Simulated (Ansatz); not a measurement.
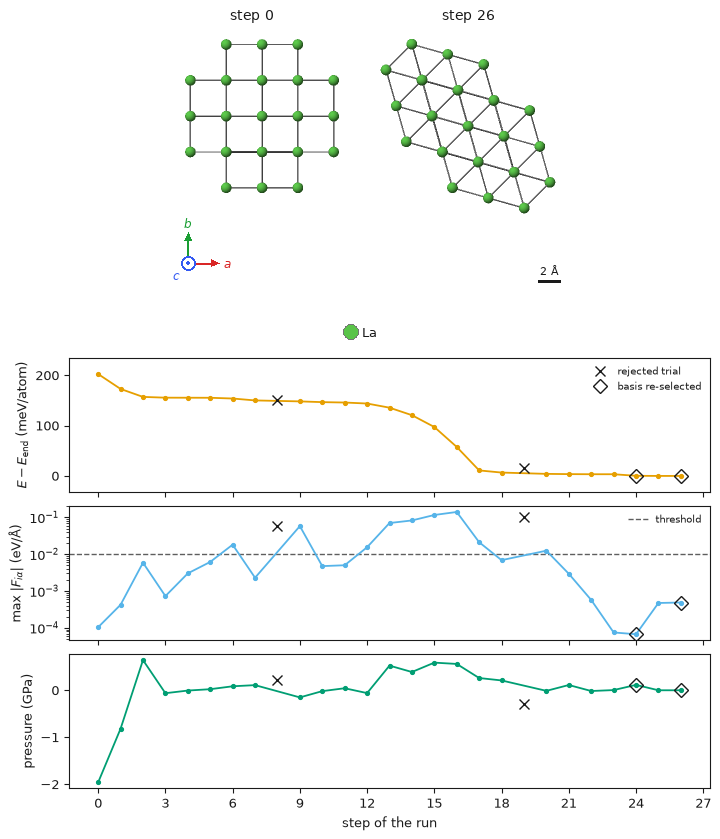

First and last geometry of a relaxation of a crystal of La (a generated structure, set up in I4_1/amd), with the history of the run. A ball-and-stick model of the conventional cell (2 times the calculation's cell), seen along the c axis. Lengths and directions refer to the drawn axes.

Phase: beta-Sn type.

Method: DFT, r2SCAN, plane waves (500 eV) with PAW, scalar-relativistic (Ansatz 0.2.0).

Input file:
```yaml
crystal:
  lattice:
    - [-3.3012070246, 3.3012070246, 1.8024590354]
    - [3.3012070246, -3.3012070246, 1.8024590354]
    - [3.3012070246, 3.3012070246, -1.8024590354]
  atoms:
    - { symbol: La, position: [0.0, 0.0, 0.0] }
    - { symbol: La, position: [0.75, 0.25, 0.5] }
hamiltonian:
  xc: r2scan
  pseudopotentials:
    kind: paw
    azcp:
      La: "pseudopotentials/La.paw.azcp"
basis:
  ecutwfc: 500
  fft_grid_basis: typed
kpoints:
  mp_grid: { grid: [10, 10, 7], shift: [0, 0, 0] }
magnetization:
  spin_polarized: false
scf:
  occupations: { method: fermi_dirac, width: 0.1 }
relax:
  max_steps: 60
  f_tol: 0.01
  cell: {}
```

Launched with:
```bash
ansatz run input.yaml --threads 1 --pin off --max-ram 3584MiB --backend cpu --events-out ev --progress --plain --runs-dir out
```

Q: What do the curves and the structures tell?

A: It converged. After 22 accepted moves (26 points after the start) the energy has fallen by 203 meV per atom. The largest force component goes from 0.0001 to 0.00049 eV/Å. Pressure: −1.96 GPa at the start and 0.00 GPa at the end. The line search rejected the trial steps at points 8, 19 of the run. The SCF was repeated twice at an unchanged geometry on a basis and grid sized afresh for the cell, which shifted the energy by 3.1 meV per atom at most. The largest moves relative to the cell, 0.006 Å, are those of La1 and La2. La2 goes along [−1 1 0]. Cell: a = b 6.602 → 6.879 Å (+4.2 %), c 3.605 → 3.652 Å (+1.3 %), α 90.0° → 89.8°, β 90.0° → 89.8°, γ 90.0° → 121.6°. Volume −6.3 %. Some distances before and after: La1–La1 5.004 → 3.809 Å, La1–La1 (another image) 5.004 → 3.836 Å, La1–La2 3.422 → 3.572 Å, La1–La2 (another image) 3.422 → 3.546 Å. New bonds form: La1–La1 (5.00 → 3.81 Å), La1–La1 (5.00 → 3.84 Å), La2–La2 (5.00 → 3.81 Å), La2–La2 (5.00 → 3.84 Å). Bond angles that change, for instance: La2–La1–La2 94.0° → 123.7°, La2–La1–La2 94.0° → 65.0°. The space group (tolerance 0.01 Å) goes from I4_1/amd (No. 141) to C2/c (No. 15). The run took 23 min on 1 thread of Intel(R) Xeon(R) Platinum 8259CL CPU @ 2.50GHz (Skylake/Cascade Lake), on a shared host, peak memory 1.1 GiB.

```json
{"step": "0", "E − E(0), meV/atom": "0.00", "largest force component, eV/Å": "0.0001", "pressure, GPa": "-1.96", "volume, Å³/atom": "39.286", "note": ""}
{"step": "1", "E − E(0), meV/atom": "-29.61", "largest force component, eV/Å": "0.0004", "pressure, GPa": "-0.82", "volume, Å³/atom": "36.985", "note": ""}
{"step": "2", "E − E(0), meV/atom": "-45.42", "largest force component, eV/Å": "0.0059", "pressure, GPa": "0.64", "volume, Å³/atom": "34.417", "note": ""}
{"step": "3", "E − E(0), meV/atom": "-46.96", "largest force component, eV/Å": "0.0007", "pressure, GPa": "-0.06", "volume, Å³/atom": "35.332", "note": ""}
{"step": "4", "E − E(0), meV/atom": "-47.06", "largest force component, eV/Å": "0.0030", "pressure, GPa": "0.00", "volume, Å³/atom": "35.236", "note": ""}
{"step": "5", "E − E(0), meV/atom": "-47.17", "largest force component, eV/Å": "0.0062", "pressure, GPa": "0.02", "volume, Å³/atom": "35.186", "note": ""}
{"step": "6", "E − E(0), meV/atom": "-48.65", "largest force component, eV/Å": "0.0182", "pressure, GPa": "0.09", "volume, Å³/atom": "35.111", "note": ""}
{"step": "7", "E − E(0), meV/atom": "-52.43", "largest force component, eV/Å": "0.0023", "pressure, GPa": "0.11", "volume, Å³/atom": "35.134", "note": ""}
{"step": "8", "E − E(0), meV/atom": "-51.25", "largest force component, eV/Å": "0.0595", "pressure, GPa": "0.22", "volume, Å³/atom": "35.255", "note": "rejected"}
{"step": "9", "E − E(0), meV/atom": "-54.36", "largest force component, eV/Å": "0.0582", "pressure, GPa": "-0.15", "volume, Å³/atom": "35.585", "note": ""}
{"step": "10", "E − E(0), meV/atom": "-55.84", "largest force component, eV/Å": "0.0048", "pressure, GPa": "-0.02", "volume, Å³/atom": "35.421", "note": ""}
{"step": "11", "E − E(0), meV/atom": "-56.62", "largest force component, eV/Å": "0.0050", "pressure, GPa": "0.04", "volume, Å³/atom": "35.348", "note": ""}
{"step": "12", "E − E(0), meV/atom": "-58.61", "largest force component, eV/Å": "0.0155", "pressure, GPa": "-0.06", "volume, Å³/atom": "35.878", "note": ""}
{"step": "13", "E − E(0), meV/atom": "-66.87", "largest force component, eV/Å": "0.0706", "pressure, GPa": "0.53", "volume, Å³/atom": "35.540", "note": ""}
{"step": "14", "E − E(0), meV/atom": "-81.78", "largest force component, eV/Å": "0.0829", "pressure, GPa": "0.39", "volume, Å³/atom": "36.126", "note": ""}
{"step": "15", "E − E(0), meV/atom": "-105.29", "largest force component, eV/Å": "0.1168", "pressure, GPa": "0.59", "volume, Å³/atom": "36.215", "note": ""}
{"step": "16", "E − E(0), meV/atom": "-144.93", "largest force component, eV/Å": "0.1410", "pressure, GPa": "0.56", "volume, Å³/atom": "36.414", "note": ""}
{"step": "17", "E − E(0), meV/atom": "-191.61", "largest force component, eV/Å": "0.0213", "pressure, GPa": "0.26", "volume, Å³/atom": "36.314", "note": ""}
{"step": "18", "E − E(0), meV/atom": "-195.87", "largest force component, eV/Å": "0.0069", "pressure, GPa": "0.21", "volume, Å³/atom": "36.153", "note": ""}
{"step": "19", "E − E(0), meV/atom": "-185.92", "largest force component, eV/Å": "0.1017", "pressure, GPa": "-0.30", "volume, Å³/atom": "37.381", "note": "rejected"}
{"step": "20", "E − E(0), meV/atom": "-198.48", "largest force component, eV/Å": "0.0125", "pressure, GPa": "-0.01", "volume, Å³/atom": "36.547", "note": ""}
{"step": "21", "E − E(0), meV/atom": "-198.98", "largest force component, eV/Å": "0.0029", "pressure, GPa": "0.11", "volume, Å³/atom": "36.458", "note": ""}
{"step": "22", "E − E(0), meV/atom": "-199.20", "largest force component, eV/Å": "0.0006", "pressure, GPa": "-0.01", "volume, Å³/atom": "36.652", "note": ""}
{"step": "23", "E − E(0), meV/atom": "-199.21", "largest force component, eV/Å": "0.0001", "pressure, GPa": "0.01", "volume, Å³/atom": "36.629", "note": ""}
{"step": "24", "E − E(0), meV/atom": "-202.30", "largest force component, eV/Å": "0.0001", "pressure, GPa": "0.12", "volume, Å³/atom": "36.629", "note": "same geometry, new basis"}
{"step": "25", "E − E(0), meV/atom": "-202.57", "largest force component, eV/Å": "0.0005", "pressure, GPa": "0.00", "volume, Å³/atom": "36.815", "note": ""}
{"step": "26", "E − E(0), meV/atom": "-202.60", "largest force component, eV/Å": "0.0005", "pressure, GPa": "0.00", "volume, Å³/atom": "36.815", "note": "same geometry, new basis"}
```
